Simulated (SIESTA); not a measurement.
## Energy of Al along an even scaling of the cell

System: Al (Fm-3m, 1 atom in the cell).
Method: Kohn-Sham DFT of a periodic cell, LDA, PseudoDojo 0.4 standard, converted to PSML, no spin polarisation (SIESTA 5.4.2).

The 7 runs differ only in the geometry, by an even scaling of the cell at fixed fractional positions. The structure derives from an entry of the Crystallography Open Database.

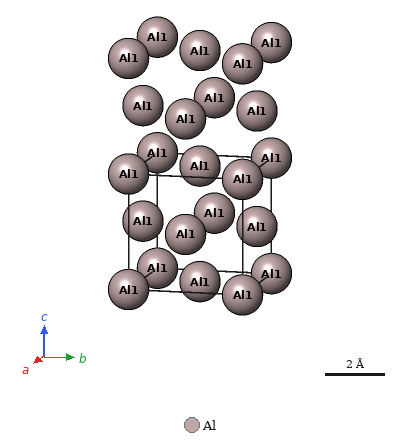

Figure 1. The structure of run 4 (spheres-only view of the cell 4 times as large as that of the calculation, set on its symmetry axes, repeated 1 × 1 × 2, seen slightly off an axis; atoms are numbered from 1 in the order of the input). An atom can appear more than once, as a periodic image.

### Input of run 4
```
SystemName                      Aluminum
SystemLabel                     Al
NumberOfSpecies                 1
NumberOfAtoms                   1
%block ChemicalSpeciesLabel
  1  13 Al
%endblock ChemicalSpeciesLabel

LatticeConstant                 1.0 Ang
%block LatticeVectors
     0.0000000000     2.0248050000     2.0248050000
     2.0248050000     0.0000000000     2.0248050000
     2.0248050000     2.0248050000     0.0000000000
%endblock LatticeVectors
AtomicCoordinatesFormat         Fractional
%block AtomicCoordinatesAndAtomicSpecies
     0.0000000000     0.0000000000     0.0000000000  1  Al
%endblock AtomicCoordinatesAndAtomicSpecies

%block kgrid.MonkhorstPack
   11   0   0  0.0
    0  11   0  0.0
    0   0  11  0.0
%endblock kgrid.MonkhorstPack
XC.Functional                   LDA
XC.Authors                      PW92
PAO.BasisSize                   DZP
PAO.EnergyShift                 0.003 Ry
Mesh.Cutoff                     500 Ry
OccupationFunction              FD
ElectronicTemperature           0.05 eV
MaxSCFIterations                120
SCF.MustConverge                false
SCF.Mixer.Method                Pulay
SCF.Mixer.Weight                0.25
SCF.Mixer.History               8
SCF.DM.Tolerance                5.0e-05
SCF.H.Tolerance                 1.0e-03 eV
WriteForces                     true
Charge.Mulliken                 end
```

Command:
```bash
siesta Al.fdf > Al.out 2>&1
```

Lattice vectors (Å) and fractional positions of run 4:
```
   0.000000    2.024805    2.024805
   2.024805    0.000000    2.024805
   2.024805    2.024805    0.000000
Al  0.000000  0.000000  0.000000
```

Run 5 differs from it as follows:
```diff
-     0.0000000000     2.0248050000     2.0248050000
-     2.0248050000     0.0000000000     2.0248050000
-     2.0248050000     2.0248050000     0.0000000000
+     0.0000000000     2.0382146954     2.0382146954
+     2.0382146954     0.0000000000     2.0382146954
+     2.0382146954     2.0382146954     0.0000000000
```

### Results, with one run withheld

```csv
run,volume per atom (Å³),"free energy per atom, from the lowest run given (meV)",pressure (GPa)
1,15.607,0.89,1.43
2,15.939,0.00,−0.50
3,16.271,2.87,−2.20
4,16.603,9.05,−3.70
5,16.935,?,?
6,17.267,29.84,−6.19
7,17.599,43.75,−7.20
```

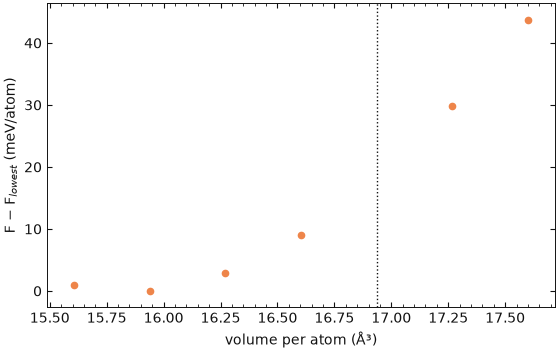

Figure 2. Free energy per atom of the runs given; the dotted line marks run 5.

What should run 5 give?

A cubic polynomial in V^(−2/3) (the Birch–Murnaghan form), fitted to the 6 runs given, misses them by at most 0.01 meV per atom. With x = V^(−2/3) − 0.15415 Å⁻², it reads F = 7.282 − 3387.9 x + 3.798e+05 x² + 1.3904e+06 x³ (meV per atom). At run 5 it gives 18.16 meV per atom, and the run itself gives 18.15. The slope of the fit gives a pressure −dF/dV of −5.04 GPa there, and the run prints −5.03 GPa. The fit has its minimum at 15.846 Å³ per atom, where V d²F/dV² gives 89.9 GPa: the bulk modulus at this level, since symmetry fixes the shape and the positions.

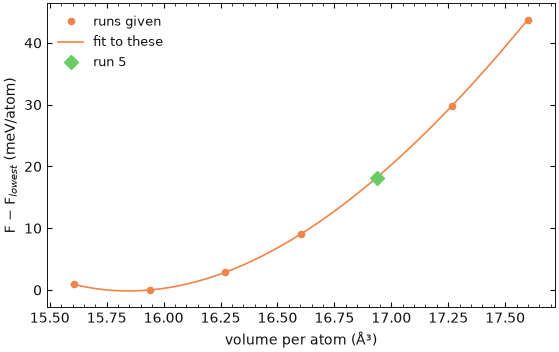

Figure 3. The fit and the withheld run.

### Some lines of the output (run 5)
```
[...]
outcell: Cell volume (Ang**3)        :     16.9348
stepf: Fermi-Dirac step function
siesta: Etot    =       -64.225822
siesta: FreeEng =       -64.229861
        iscf     Eharris(eV)        E_KS(eV)     FreeEng(eV)     dDmax    Ef(eV) dHmax(eV)
siesta: E_KS(eV) =              -64.2272
siesta: E_KS - E_eggbox =       -64.2272
siesta: Etot    =       -64.227237
siesta: FreeEng =       -64.231290
siesta:         Fermi =      -5.895912
siesta: Cell volume =         16.934789 Ang**3
    Orbital volume contribution        =           1.830624 eV
```

Notes: Points of doubt noted for this run: mulliken charges of long orbitals. With a small basis of atomic orbitals these values can differ much from converged plane-wave results.
